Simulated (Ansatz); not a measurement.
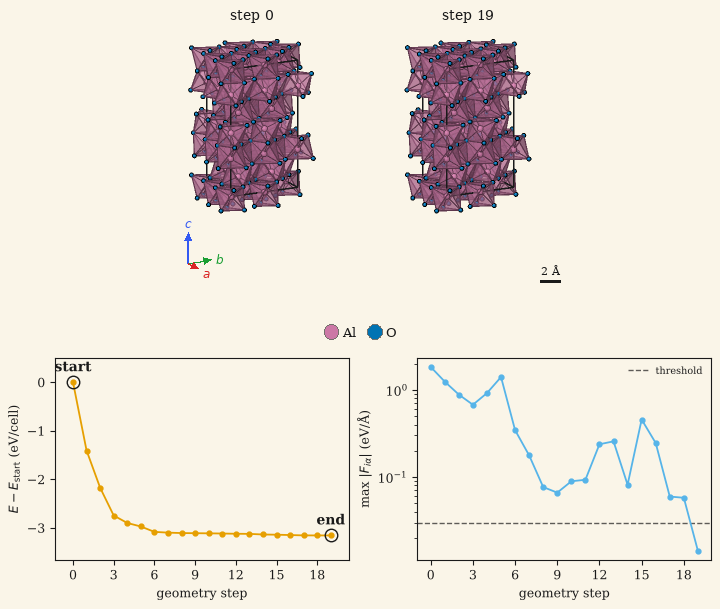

First and last geometry of a relaxation of a defect cell of composition Al₄₇O₇₃, with the history of the run. A polyhedral model of the cell of the calculation (origin shifted), seen slightly off an axis.

The calculation used DFT, PBEsol, PAW, plane waves in Ansatz. Set-up: plane-wave cutoff 420 eV; k-point mesh 1 × 1 × 1; mesh shifted by (0.25, 0.25, 0.25); collinear spin; atoms relaxed in a fixed cell; force threshold 0.03 eV/Å; at most 80 steps.

Read the history and describe the run.

Answer. It converged. The atom that moves furthest is an O atom (0.54 Å roughly along [−1 0 1]). By element the largest moves are O 0.54 Å, Al 0.16 Å. The lattice vectors keep their values. Among the contacts that change: O–O 1.885 → 1.325 Å, Al–O 2.000 → 2.180 Å, Al–O 1.859 → 2.021 Å, Al–O 2.012 → 2.140 Å. New bonds form, among them: O–O (1.88 → 1.32 Å). Among the angles between lasting bonds that change: O–Al–O 77.9° → 91.2°, O–Al–O 161.9° → 174.9°, O–Al–O 85.8° → 97.9°. The energy falls by 3.155 eV per cell of the calculation in 19 geometry steps. The largest force component goes from 1.8 to 0.014 eV/Å. The run took 32 s on 1 × NVIDIA GB200 with 8 threads of Arm Neoverse-V2, peak memory 2 GiB.
